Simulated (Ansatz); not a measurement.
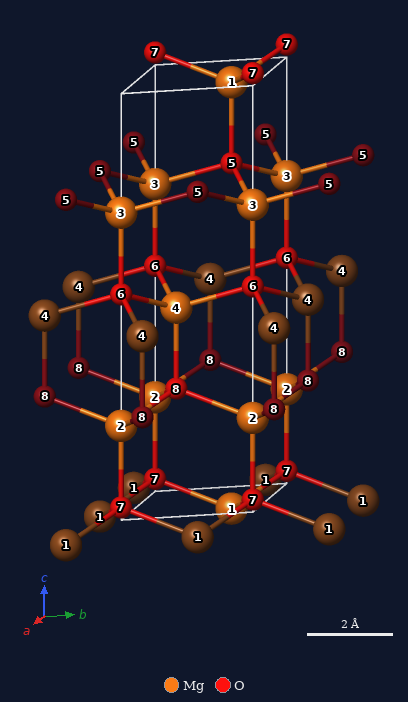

*The structure as given in the input (ball-and-stick view of the cell of the calculation, seen slightly off an axis; neighbours outside the cell are drawn fainter; atoms are numbered from 1 in the order of the input). An atom can appear more than once, as a periodic image.*

Near neighbours in the periodic cell (some may lie outside the picture): Mg has 4 O at 1.97 to 1.99 Å; O has 4 Mg at 1.97 to 1.99 Å.

# Run report: MgO, geometry relaxation (part 1 of 2)

MgO (P6₃mc, 8 atoms in the cell), computed with DFT PBE, scalar-relativistic, plane waves, PAW, PAW set soft_1, no spin polarisation (Ansatz 0.2.0).

The structure derives from a Materials Project entry. Figures and captions count atoms from 1; the log counts them from 0 in places.

The input:
```yaml
crystal:
  lattice:
    - [3.2505941898, 0.0, 0.0]
    - [-1.6252970949, 2.8150971457, 0.0]
    - [0.0, 0.0, 10.3863377325]
  atoms:
    - { symbol: Mg, position: [0.33333333, 0.66666667, 0.96966238] }
    - { symbol: Mg, position: [0.0, 0.0, 0.22100231] }
    - { symbol: Mg, position: [0.0, 0.0, 0.72100231] }
    - { symbol: Mg, position: [0.66666667, 0.33333333, 0.46966238] }
    - { symbol: O, position: [0.33333333, 0.66666667, 0.77984015] }
    - { symbol: O, position: [0.0, 0.0, 0.52949334] }
    - { symbol: O, position: [0.0, 0.0, 0.02949334] }
    - { symbol: O, position: [0.66666667, 0.33333333, 0.27984015] }
basis:
  ecutwfc: 420
kpoints:
  mp_grid: { grid: [9, 9, 4] }
hamiltonian:
  xc: pbe
  pseudopotentials: { kind: paw, azcp: { folder: soft_1 } }
scf:
  occupations: { method: gaussian, width: 0.02 }
output:
  forces: true
  stress: true
  eigenvalues: true
  write_density: true
  write_potential: true
  elf: true
  volumetric_format: npy
relax:
  adjacent_minimum: "off"
  f_tol: 0.005
  max_steps: 80
  cell: { stress_tol: 0.05 }
```

Run on 2 threads of Arm Neoverse N1, 98 GiB of memory available, shared host.

Command:
```bash
ansatz run input.yaml --threads 2 --pin off --max-ram 4096MiB --backend cpu --events-out ev --progress --plain --runs-dir out
```

Output:
```
Engine: ansatz 0.2.0, aarch64-unknown-linux-gnu
Pseudopotentials: kind: paw
Pseudopotential: Mg, paw, valence charge 10, recommended cutoff 420 eV (normal), [file]
Pseudopotential: O, paw, valence charge 6, recommended cutoff 420 eV (normal), [file]
Functional definition: PBE
  parameter kappa = 0.804
  parameter beta = 0.06672455060314922
  exchange = pbe_x(kappa = kappa, mu = beta*pi^2/3)
  correlation = pbe_c(beta = beta)
Crystal: 8 atoms, lattice volume = 95.043 Å³
Basis set: ecut = 420 eV, 1895 PW (Γ), exchange–correlation on 48×48×144 points (8 copies of the dense FFT grid, shifted against one another)
Bands: 40, of which v1, the nominal top of the filled ones, is band 32 counted from 1 (31 counted from 0)
Symmetry: 12 space group operations
Space group: P63mc (ITA 186), of the structure as read, at distance tolerance 4.6e-5 Å
k-points: 36 of 324 (time reversal used)
Non-local potential: Mg, projectors of the file, l = 0: 3, l = 1: 2, l = 2: 1
Non-local potential: O, projectors of the file, l = 0: 2, l = 1: 2, l = 2: 1
PAW form: soft (Blöchl's): semilocal exchange-correlation on the pseudo side does not see the compensation charge
PAW one-centre angular grid: Mg, 110 points (default); XC on 64 Gauss nodes
PAW one-centre angular grid: O, 110 points (default); XC on 64 Gauss nodes
Initial density: superposition of atomic densities (chi_scale 0.1, normalization cell, long waves kept (reshape's long-wave potential 0.00 eV rms))
Initial wavefunctions: pseudopotential atomic-orbital guess
Functional: x = pbe(κ = 0.804, μ = 0.2195149727645171), c = pbe(β = 0.06672455060314922)
SCF iter   1: F=—  HF=-9976.459402 eV  |F-HF|=—  |Δ(HF+E_count)|=         —  Δρ=7.02e-2  dr2=3.94e0  ethr=3.10e-3  ⟨swp⟩=6.4  Hψ=6430  notcnv=0
preconditioner: auto → Resta (q_TF=auto, 2.554 Å⁻¹)  ε∞=3.3  [insulator: Δε(μ)=3.786 eV  Ē_g=14.341 eV  σ=0.020 eV  W_gap=1.00  n_scr=38 (ndim 8)  ℏωp=21.5 eV  f_vac=0.000  D(μ)=0.00/eV (n_scr^D=0)  ε∞_Penn≈3.3]
SCF iter   2: F=—  HF=-9975.863307 eV  |F-HF|=—  |Δ(HF+E_count)|=   5.96e-1  Δρ=3.68e-2  dr2=1.29e0  ethr=3.10e-3  ⟨swp⟩=2.2  Hψ=2695  notcnv=0  defer=132
SCF iter   3: F=—  HF=-9975.815819 eV  |F-HF|=—  |Δ(HF+E_count)|=   4.75e-2  Δρ=6.33e-3  dr2=5.27e-2  ethr=2.02e-3  ⟨swp⟩=3.0  Hψ=2472  notcnv=0  defer=132
SCF iter   4: F=—  HF=-9975.829909 eV  |F-HF|=—  |Δ(HF+E_count)|=   1.41e-2  Δρ=1.43e-3  dr2=1.37e-3  ethr=8.24e-5  ⟨swp⟩=2.0  Hψ=1896  notcnv=0  defer=132
SCF iter   5: F=—  HF=-9975.832541 eV  |F-HF|=—  |Δ(HF+E_count)|=   2.63e-3  Δρ=2.14e-4  dr2=2.00e-5  ethr=2.13e-6  ⟨swp⟩=2.0  Hψ=2458  notcnv=0  defer=132
SCF iter   6: F=—  HF=-9975.832533 eV  |F-HF|=—  |Δ(HF+E_count)|=   7.29e-6  Δρ=5.03e-5  dr2=1.59e-6  ethr=3.12e-8  ⟨swp⟩=2.0  Hψ=2512  notcnv=0  defer=132
SCF iter   7: F=—  HF=-9975.832535 eV  |F-HF|=—  |Δ(HF+E_count)|=   1.95e-6  Δρ=1.44e-5  dr2=1.43e-7  ethr=2.48e-9  ⟨swp⟩=2.0  Hψ=2454  notcnv=0  defer=132
SCF iter   8: F=-9975.832535 eV  HF=-9975.832535 eV  |F-HF|=6.15e-9  |Δ(HF+E_count)|=   2.02e-7  Δρ=3.21e-6  dr2=7.35e-9  ethr=1.56e-10  ⟨swp⟩=15.1  Hψ=11655  notcnv=0
SCF 1 converged in 8 iterations: F = -9975.832535 eV  dr2 = 7.35e-9
  greatest PAW one-centre occupation: 1.000 electrons in one spin orbital (limit 2), on the Mg atom at site 3 (counted from 0), in its partial waves of l = 0
relax step   1: F+E_penalty+E_count = -9975.83253542 eV  Δ(F+E_penalty+E_count) = +0.000e0 eV  max|allowed force component| = 5.646e-3 eV/Å  Δτ_max = 0.0000 Å  P = +3.697 GPa  Ω = 95.043 Å³  (8 SCF iters, dr2 threshold 1.00e-7 eV, accepted)
Crystal: 8 atoms, lattice volume = 96.323 Å³
Basis set: ecut = 420 eV, 1931 PW (Γ), exchange–correlation on 48×48×144 points (8 copies of the dense FFT grid, shifted against one another)
Initial density: handed on by an earlier stage of this run
Initial wavefunctions: those handed on with the density
iter 1 solved again at ethr=3.80e-6 eV; its pass at ethr=3.10e-3 eV (dr2=2.43e-3 eV) is discarded
SCF iter   1: F=—  HF=-9975.853474 eV  |F-HF|=—  |Δ(HF+E_count)|=         —  Δρ=1.64e-3  dr2=2.38e-3  ethr=3.80e-6  ⟨swp⟩=1.8  Hψ=6375  notcnv=0
preconditioner: auto → Resta (q_TF=auto, 2.549 Å⁻¹)  ε∞=3.3  [insulator: Δε(μ)=3.543 eV  Ē_g=14.018 eV  σ=0.020 eV  W_gap=1.00  n_scr=38 (ndim 8)  ℏωp=21.4 eV  f_vac=0.027  D(μ)=0.00/eV (n_scr^D=0)  ε∞_Penn≈3.3]
SCF iter   2: F=—  HF=-9975.852933 eV  |F-HF|=—  |Δ(HF+E_count)|=   5.41e-4  Δρ=4.99e-4  dr2=2.09e-4  ethr=3.71e-6  ⟨swp⟩=2.0  Hψ=2141  notcnv=0
SCF iter   3: F=—  HF=-9975.852915 eV  |F-HF|=—  |Δ(HF+E_count)|=   1.85e-5  Δρ=2.80e-4  dr2=9.23e-5  ethr=3.26e-7  ⟨swp⟩=1.5  Hψ=1662  notcnv=0
SCF iter   4: F=—  HF=-9975.852947 eV  |F-HF|=—  |Δ(HF+E_count)|=   3.24e-5  Δρ=4.63e-5  dr2=2.14e-6  ethr=1.44e-7  ⟨swp⟩=2.3  Hψ=1965  notcnv=0
SCF iter   5: F=-9975.852950 eV  HF=-9975.852950 eV  |F-HF|=1.68e-7  |Δ(HF+E_count)|=   2.77e-6  Δρ=1.14e-5  dr2=7.70e-8  ethr=1.25e-9  ⟨swp⟩=10.4  Hψ=10641  notcnv=0
SCF 2 converged in 5 iterations: F = -9975.852950 eV  dr2 = 7.70e-8
  greatest PAW one-centre occupation: 1.000 electrons in one spin orbital (limit 2), on the Mg atom at site 0 (counted from 0), in its partial waves of l = 0
relax step   2: F+E_penalty+E_count = -9975.85295025 eV  Δ(F+E_penalty+E_count) = -2.041e-2 eV  max|allowed force component| = 3.787e-3 eV/Å  Δτ_max = 0.0011 Å  P = +1.976 GPa  Ω = 96.323 Å³  energy of the carried Pulay correction = -2.258e-3 eV  (5 SCF iters, dr2 threshold 8.00e-7 eV, accepted)
Crystal: 8 atoms, lattice volume = 97.833 Å³
Basis set: ecut = 420 eV, 1943 PW (Γ), exchange–correlation on 48×48×144 points (8 copies of the dense FFT grid, shifted against one another)
iter 1 solved again at ethr=4.98e-6 eV; its pass at ethr=3.10e-3 eV (dr2=3.19e-3 eV) is discarded
SCF iter   1: F=—  HF=-9975.860528 eV  |F-HF|=—  |Δ(HF+E_count)|=         —  Δρ=1.85e-3  dr2=3.11e-3  ethr=4.98e-6  ⟨swp⟩=1.8  Hψ=6417  notcnv=0
preconditioner: auto → Resta (q_TF=auto, 2.542 Å⁻¹)  ε∞=3.3  [insulator: Δε(μ)=3.462 eV  Ē_g=13.907 eV  σ=0.020 eV  W_gap=1.00  n_scr=38 (ndim 8)  ℏωp=21.2 eV  f_vac=0.029  D(μ)=0.00/eV (n_scr^D=0)  ε∞_Penn≈3.3]
SCF iter   2: F=—  HF=-9975.859828 eV  |F-HF|=—  |Δ(HF+E_count)|=   7.00e-4  Δρ=5.73e-4  dr2=2.88e-4  ethr=4.86e-6  ⟨swp⟩=2.0  Hψ=2190  notcnv=0
SCF iter   3: F=—  HF=-9975.859848 eV  |F-HF|=—  |Δ(HF+E_count)|=   1.95e-5  Δρ=3.21e-4  dr2=1.28e-4  ethr=4.50e-7  ⟨swp⟩=1.2  Hψ=1494  notcnv=0
SCF iter   4: F=—  HF=-9975.859894 eV  |F-HF|=—  |Δ(HF+E_count)|=   4.59e-5  Δρ=5.08e-5  dr2=2.74e-6  ethr=2.00e-7  ⟨swp⟩=2.4  Hψ=2104  notcnv=0
SCF iter   5: F=-9975.859898 eV  HF=-9975.859897 eV  |F-HF|=1.21e-7  |Δ(HF+E_count)|=   3.91e-6  Δρ=1.81e-5  dr2=2.18e-7  ethr=1.25e-9  ⟨swp⟩=11.1  Hψ=10900  notcnv=0
SCF 3 converged in 5 iterations: F = -9975.859898 eV  dr2 = 2.18e-7
  Residual-converged pass: ⟨swp⟩=1.0  Hψ=1584  notcnv=0  max |occ|·‖R‖ = 7.1e-9 eV (tolerance 1.0e-8 eV)  dr2=2.18e-7  dr2_onsite=1.76e-8  max |Δocc| = 0.0e0
relax step   3: F+E_penalty+E_count = -9975.85989759 eV  Δ(F+E_penalty+E_count) = -6.947e-3 eV  max|allowed force component| = 1.270e-3 eV/Å  Δτ_max = 0.0012 Å  P = +0.075 GPa  Ω = 97.833 Å³  energy of the carried Pulay correction = -4.882e-3 eV  (5 SCF iters, dr2 threshold 8.00e-7 eV, accepted)
Crystal: 8 atoms, lattice volume = 97.895 Å³
iter 1 solved again at ethr=1.09e-8 eV; its pass at ethr=3.10e-3 eV (dr2=6.99e-6 eV) is discarded
SCF iter   1: F=—  HF=-9975.859805 eV  |F-HF|=—  |Δ(HF+E_count)|=         —  Δρ=8.81e-5  dr2=6.13e-6  ethr=1.09e-8  ⟨swp⟩=2.0  Hψ=6242  notcnv=0
preconditioner: auto → Resta (q_TF=auto, 2.542 Å⁻¹)  ε∞=3.3  [insulator: Δε(μ)=3.467 eV  Ē_g=13.910 eV  σ=0.020 eV  W_gap=1.00  n_scr=38 (ndim 8)  ℏωp=21.2 eV  f_vac=0.025  D(μ)=0.00/eV (n_scr^D=0)  ε∞_Penn≈3.3]
SCF iter   2: F=—  HF=-9975.859807 eV  |F-HF|=—  |Δ(HF+E_count)|=   1.84e-6  Δρ=3.74e-5  dr2=1.02e-6  ethr=9.57e-9  ⟨swp⟩=2.0  Hψ=2592  notcnv=0
SCF iter   3: F=—  HF=-9975.859807 eV  |F-HF|=—  |Δ(HF+E_count)|=   3.90e-7  Δρ=1.77e-5  dr2=3.21e-7  ethr=1.60e-9  ⟨swp⟩=1.9  Hψ=2168  notcnv=0
SCF iter   4: F=-9975.859808 eV  HF=-9975.859808 eV  |F-HF|=1.13e-8  |Δ(HF+E_count)|=   2.11e-7  Δρ=4.52e-6  dr2=1.53e-8  ethr=2.67e-11  ⟨swp⟩=6.3  Hψ=8882  notcnv=0
SCF 4 converged in 4 iterations: F = -9975.859808 eV  dr2 = 1.53e-8
relax step   4: F+E_penalty+E_count = -9975.85980765 eV  Δ(F+E_penalty+E_count) = +8.994e-5 eV  max|allowed force component| = 1.117e-3 eV/Å  Δτ_max = 0.0003 Å  P = -0.000 GPa  Ω = 97.895 Å³  energy of the carried Pulay correction = -4.987e-3 eV  (4 SCF iters, dr2 threshold 1.71e-8 eV, accepted)
Initial wavefunctions: pseudopotential atomic-orbital guess (no wavefunctions were taken with the density)
iter 1 solved again at ethr=8.53e-8 eV; its pass at ethr=3.10e-3 eV (dr2=5.46e-5 eV) is discarded
SCF iter   1: F=—  HF=-9975.864519 eV  |F-HF|=—  |Δ(HF+E_count)|=         —  Δρ=3.28e-4  dr2=7.39e-6  ethr=8.53e-8  ⟨swp⟩=3.0  Hψ=10040  notcnv=0
preconditioner: auto → Resta (q_TF=auto, 2.542 Å⁻¹)  ε∞=3.3  [insulator: Δε(μ)=3.468 eV  Ē_g=13.911 eV  σ=0.020 eV  W_gap=1.00  n_scr=38 (ndim 8)  ℏωp=21.2 eV  f_vac=0.025  D(μ)=0.00/eV (n_scr^D=0)  ε∞_Penn≈3.3]
SCF iter   2: F=—  HF=-9975.865485 eV  |F-HF|=—  |Δ(HF+E_count)|=   9.65e-4  Δρ=1.62e-4  dr2=2.28e-6  ethr=1.16e-8  ⟨swp⟩=2.0  Hψ=2592  notcnv=0
SCF iter   3: F=—  HF=-9975.865739 eV  |F-HF|=—  |Δ(HF+E_count)|=   2.54e-4  Δρ=7.35e-5  dr2=3.11e-7  ethr=3.56e-9  ⟨swp⟩=2.0  Hψ=1860  notcnv=0
SCF iter   4: F=—  HF=-9975.865801 eV  |F-HF|=—  |Δ(HF+E_count)|=   6.20e-5  Δρ=3.02e-6  dr2=4.97e-9  ethr=4.86e-10  ⟨swp⟩=2.0  Hψ=2016  notcnv=0
SCF iter   5: F=—  HF=-9975.865801 eV  |F-HF|=—  |Δ(HF+E_count)|=   3.05e-8  Δρ=5.46e-7  dr2=1.95e-10  ethr=7.76e-12  ⟨swp⟩=2.0  Hψ=1894  notcnv=0
SCF iter   6: F=—  HF=-9975.865801 eV  |F-HF|=—  |Δ(HF+E_count)|=  4.60e-10  Δρ=4.54e-7  dr2=1.66e-10  ethr=1.00e-12  ⟨swp⟩=6.2  Hψ=6768  notcnv=0
SCF iter   7: F=-9975.865801 eV  HF=-9975.865801 eV  |F-HF|=2.18e-11  |Δ(HF+E_count)|=  2.91e-11  Δρ=1.25e-7  dr2=1.19e-11  ethr=1.00e-12  ⟨swp⟩=5.0  Hψ=6406  notcnv=0
SCF 5 converged in 7 iterations: F = -9975.865801 eV  dr2 = 1.19e-11
relax step   5: F+E_penalty+E_count = -9975.86580072 eV  Δ(F+E_penalty+E_count) = -5.993e-3 eV  max|allowed force component| = 1.166e-3 eV/Å  Δτ_max = 0.0000 Å  P = +0.112 GPa  Ω = 97.895 Å³  stress off target by 1.27e-1 GPa  SCF on the basis re-selected at this cell (its energy is not comparable with the rows above)  (7 SCF iters)
basis re-selected at this cell: Δ(F+E_penalty+E_count) = -5.993e-3 eV, ΔP = +0.112 GPa vs the last step (what re-selecting the basis moved, of the pressure what is left beyond the Pulay correction that the steps carried, after the strain that the cell walked since its last selection, with what the two solves' SCF thresholds leave and, on support functions, any second-order correction that the steps lacked; it is no measure of the basis error at this ecutwfc). This SCF's stress stands 1.27e-1 GPa from its target on what of the cell is left free (relax.cell.stress_tol is 5.00e-2 GPa) and its largest allowed force component is 1.17e-3 eV/Å (relax.f_tol is 5.00e-3 eV/Å): not within both, so this SCF does not close the relaxation
Crystal: 8 atoms, lattice volume = 97.988 Å³
iter 1 solved again at ethr=2.17e-8 eV; its pass at ethr=3.10e-3 eV (dr2=1.39e-5 eV) is discarded
SCF iter   1: F=—  HF=-9975.865678 eV  |F-HF|=—  |Δ(HF+E_count)|=         —  Δρ=1.17e-4  dr2=1.14e-5  ethr=2.17e-8  ⟨swp⟩=2.7  Hψ=6200  notcnv=0
preconditioner: auto → Resta (q_TF=auto, 2.541 Å⁻¹)  ε∞=3.3  [insulator: Δε(μ)=3.463 eV  Ē_g=13.903 eV  σ=0.020 eV  W_gap=1.00  n_scr=38 (ndim 8)  ℏωp=21.2 eV  f_vac=0.026  D(μ)=0.00/eV (n_scr^D=0)  ε∞_Penn≈3.3]
SCF iter   2: F=—  HF=-9975.865676 eV  |F-HF|=—  |Δ(HF+E_count)|=   2.21e-6  Δρ=4.08e-5  dr2=1.26e-6  ethr=1.78e-8  ⟨swp⟩=2.0  Hψ=2445  notcnv=0
SCF iter   3: F=—  HF=-9975.865676 eV  |F-HF|=—  |Δ(HF+E_count)|=   1.86e-7  Δρ=2.15e-5  dr2=4.77e-7  ethr=1.97e-9  ⟨swp⟩=1.1  Hψ=1463  notcnv=0
SCF iter   4: F=-9975.865676 eV  HF=-9975.865676 eV  |F-HF|=1.10e-8  |Δ(HF+E_count)|=   1.74e-7  Δρ=4.73e-6  dr2=1.73e-8  ethr=6.33e-11  ⟨swp⟩=6.0  Hψ=8542  notcnv=0
SCF 6 converged in 4 iterations: F = -9975.865676 eV  dr2 = 1.73e-8
relax step   6: F+E_penalty+E_count = -9975.86567638 eV  Δ(F+E_penalty+E_count) = +1.243e-4 eV  max|allowed force component| = 4.865e-5 eV/Å  Δτ_max = 0.0003 Å  P = +0.002 GPa  Ω = 97.988 Å³  energy of the carried Pulay correction = -1.604e-4 eV  (4 SCF iters, dr2 threshold 4.05e-8 eV, accepted)
iter 1 solved again at ethr=2.55e-8 eV; its pass at ethr=3.10e-3 eV (dr2=1.63e-5 eV) is discarded
SCF iter   1: F=—  HF=-9975.865865 eV  |F-HF|=—  |Δ(HF+E_count)|=         —  Δρ=1.74e-5  dr2=9.79e-8  ethr=2.55e-8  ⟨swp⟩=3.9  Hψ=10701  notcnv=0
SCF iter   2: F=—  HF=-9975.865864 eV  |F-HF|=—  |Δ(HF+E_count)|=   7.81e-7  Δρ=7.63e-6  dr2=3.42e-8  ethr=1.53e-10  ⟨swp⟩=3.0  Hψ=3523  notcnv=0
SCF iter   3: F=—  HF=-9975.865864 eV  |F-HF|=—  |Δ(HF+E_count)|=   2.96e-9  Δρ=4.56e-6  dr2=9.08e-9  ethr=5.35e-11  ⟨swp⟩=2.1  Hψ=1782  notcnv=0
SCF iter   4: F=—  HF=-9975.865864 eV  |F-HF|=—  |Δ(HF+E_count)|=   1.02e-8  Δρ=1.19e-6  dr2=1.59e-9  ethr=1.42e-11  ⟨swp⟩=2.2  Hψ=2104  notcnv=0
SCF iter   5: F=—  HF=-9975.865864 eV  |F-HF|=—  |Δ(HF+E_count)|=  3.53e-10  Δρ=9.88e-7  dr2=3.07e-10  ethr=2.48e-12  ⟨swp⟩=2.0  Hψ=2016  notcnv=0
SCF iter   6: F=—  HF=-9975.865864 eV  |F-HF|=—  |Δ(HF+E_count)|=  2.20e-10  Δρ=5.85e-7  dr2=1.01e-10  ethr=1.00e-12  ⟨swp⟩=5.5  Hψ=5734  notcnv=0
SCF iter   7: F=-9975.865864 eV  HF=-9975.865864 eV  |F-HF|=3.64e-12  |Δ(HF+E_count)|=  8.00e-11  Δρ=3.03e-7  dr2=3.19e-11  ethr=1.00e-12  ⟨swp⟩=5.1  Hψ=5684  notcnv=0
SCF 7 converged in 7 iterations: F = -9975.865864 eV  dr2 = 3.19e-11
relax step   7: F+E_penalty+E_count = -9975.86586445 eV  Δ(F+E_penalty+E_count) = -1.881e-4 eV  max|allowed force component| = 5.102e-5 eV/Å  Δτ_max = 0.0000 Å  P = +0.004 GPa  Ω = 97.988 Å³  stress off target by 6.06e-3 GPa  SCF on the basis re-selected at this cell (its energy is not comparable with the rows above)  (7 SCF iters)
```

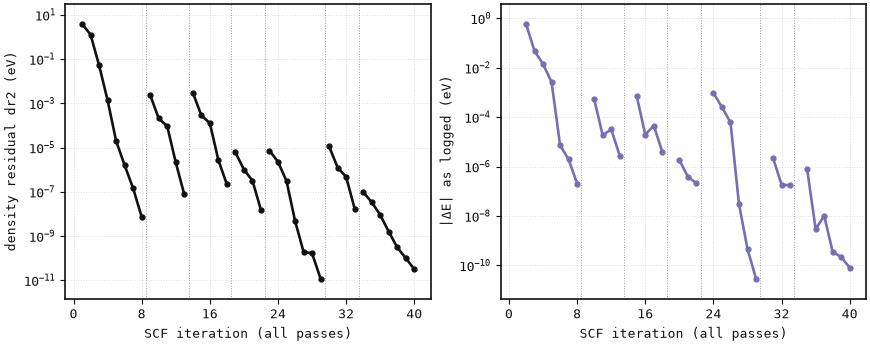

*Convergence of the self-consistent field: density residual dr2 and size of the energy change against the SCF iteration. The dotted lines part the SCF passes of the relaxation: geometry steps, rejected trials and re-solves on a re-selected basis.*

The 7 passes take 4 to 8 iterations each, 40 in all.

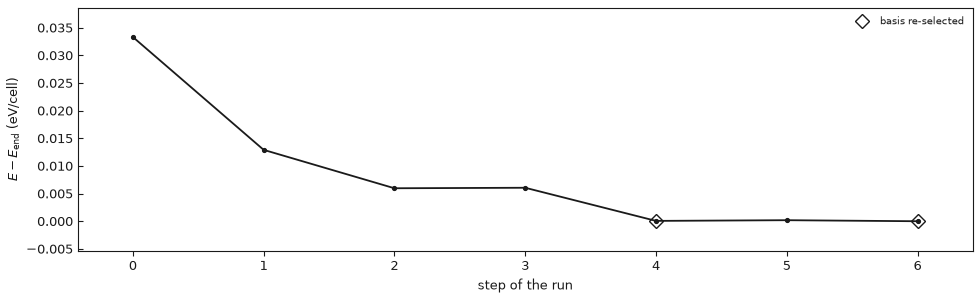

*Progress of the relaxation, step by step (the first geometry is step 0 here and step 1 in the log).*
